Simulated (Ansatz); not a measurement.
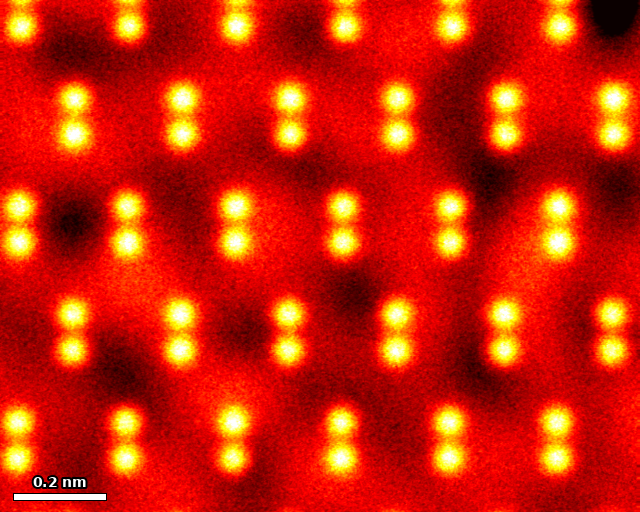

Z-contrast image of Pt (P6_3/mmc, No. 194). Simulation: incoherent imaging, intensity Z^1.6 per atom, probe width 0.50 Å, thin sample. The probe carries 15 % of its weight in a tail 2.5 times as wide. The display is stretched by a gamma of 0.65; percentages refer to the linear signal. Shot noise, a slight drift and the speckle of an amorphous layer were added. Model: the geometry relaxed with Ansatz, DFT PBEsol, scalar-relativistic, plane waves, PAW; the starting structure was generated, so it need not be a known form of this composition.

```yaml
crystal:
  lattice:
    - [2.72520, 0.00000, 0.00000]
    - [-1.36260, 2.36009, 0.00000]
    - [0.00000, 0.00000, 4.70660]
  atoms:
    - { symbol: Pt, position: [0.33333, 0.66667, 0.75000] }
    - { symbol: Pt, position: [0.66667, 0.33333, 0.25000] }
```

Along which zone axis is the crystal seen: [211], [201], [102] or [101]? (Directions equivalent by symmetry count as one.)

Answer. [101]. The projected cells are 2.15 × 2.15 Å, 101° for [211]; 1.78 × 2.52 Å, 111° for [201]; 1.31 × 2.36 Å, 90° for [102]; 2.36 × 2.64 Å, 117° for [101], and the image repeats as the [101] one does.
